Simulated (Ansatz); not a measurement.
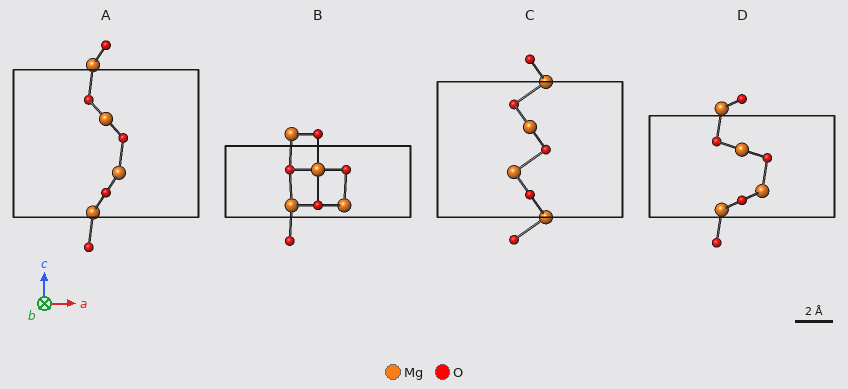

4 geometries from one relaxation of a wire of composition MgO, in shuffled order. Style: ball-and-stick. Shown: the cell of the calculation, with the vacuum cut short, along the b axis.

Case: wire along [1 1 1], 8 atoms a period.

These are results of DFT PBE, scalar-relativistic, plane waves, PAW (Ansatz 0.2.0), not measurements. Settings: plane-wave cutoff 420 eV; k-point mesh 1 × 1 × 5; occupations gaussian; smearing width 0.05 eV; no spin polarisation; cell relaxed at fixed a, b, alpha, beta, gamma; force threshold 0.02 eV/Å; at most 45 steps.

**Put them in the order of the run, from the start to the converged end.**

C, A, D, B. They are steps 0, 9, 16, 27, at +12.727 eV per cell of the calculation, +7.819 eV per cell of the calculation, +5.460 eV per cell of the calculation relative to the last. The largest moves relative to the layer's centre, 2.39 Å, are those of Mg atoms. By element the largest moves are Mg 2.39 Å, O 0.93 Å. Along the periodic axis the drawn cell goes c 7.368 → 3.881 Å (−47.3 %). Near-neighbour distances that change, for instance: Mg–O 6.381 → 1.944 Å, Mg–Mg 5.210 → 2.805 Å, Mg–O 3.684 → 1.944 Å, Mg–Mg 3.008 → 2.804 Å. New bonds form, among them: Mg–O (3.68 → 1.94 Å), Mg–O (6.38 → 1.94 Å). Bond angles that change, for instance: Mg–O–Mg 90.0° → 85.9°, O–Mg–O 90.0° → 94.1°, Mg–O–Mg 90.0° → 87.7°. After 25 accepted moves (27 points after the start) the energy has fallen by 12.727 eV per cell of the calculation. Largest force component: 3.1 eV/Å at the start, 0.0011 eV/Å at the end. At 2 points the geometry stayed and the basis and grid were re-selected for the new cell (energy shift of 18.6 meV per cell of the calculation at most each time). Cost: 2.6 min on 4 threads of Arm Neoverse N1, with other jobs on the host, peak memory 1 GiB.
